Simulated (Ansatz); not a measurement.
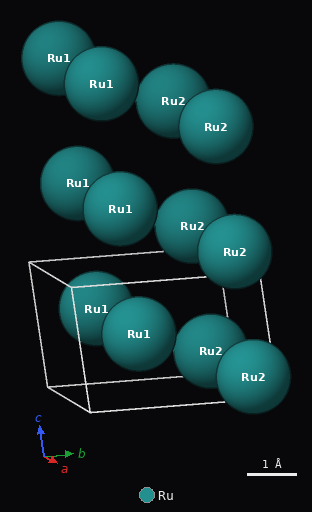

Crystalline Ru (set up in P2_1/m), before the relaxation. A spheres-only model of the cell of the calculation, reduced to other axes, repeated 2 × 1 × 3 with one cell outlined, seen slightly off an axis. Lengths and directions refer to the drawn axes.

Case: film's bulk on the substrate's plane, third vector and atoms relaxed.

All numbers below come from Ansatz, DFT r2SCAN, scalar-relativistic, plane waves, PAW.

Input
```yaml
crystal:
  lattice:
    - [4.1632551923, 0.0, 0.0]
    - [0.0, 6.7653867251, 0.0]
    - [0.0, -2.4162095447, 0.9278854767]
  atoms:
    - { symbol: Ru, position: [0.25, 0.3333333333, 0.3333333333] }
    - { symbol: Ru, position: [0.75, 0.6666666667, 0.6666666667] }
basis:
  ecutwfc: 500
kpoints:
  mp_grid: { grid: [8, 5, 36] }
hamiltonian:
  xc: r2scan
scf:
  occupations: { method: gaussian, width: 0.1 }
output:
  forces: true
  stress: true
  eigenvalues: true
relax:
  adjacent_minimum: "off"
  f_tol: 0.01
  max_steps: 50
  cell: { fix: [a, b, gamma], stress_tol: 0.1 }
```

Command:
```bash
ansatz run input.yaml --threads 8 --pin off --max-ram 20480MiB --backend cpu --events-out ev --progress --plain --runs-dir out
```

> Where does the relaxation end?

The energy falls by 10.7 meV per atom in 3 accepted moves (4 points after the start). The largest force component goes from 0.35 to 0.004 eV/Å. The pressure goes from 14.83 to 20.29 GPa. At 1 point the geometry stayed and the basis and grid were re-selected for the new cell (energy shift of 0.1 meV per atom at most each time). The largest moves relative to the cell, 0.020 Å, are those of Ru1 and Ru2. Ru1 goes along [−1 0 3]. The volume changes by −1.6 %, with a unchanged at 2.588 Å, b unchanged at 4.163 Å, c 2.680 → 2.651 Å (−1.1 %), β 115.2° → 115.8°. Some distances before and after: Ru1–Ru1 2.825 → 2.783 Å, Ru1–Ru2 2.638 → 2.605 Å, Ru1–Ru1 (another image) 2.680 → 2.651 Å, Ru1–Ru2 (another image) 2.555 → 2.576 Å. The space group stays P2_1/m (No. 11). Cost: 21 s on 8 threads of Arm Neoverse V2 (shared host), peak memory 0.63 GiB.

After the run, drawn alike:

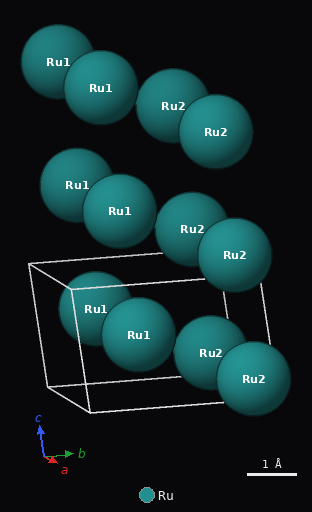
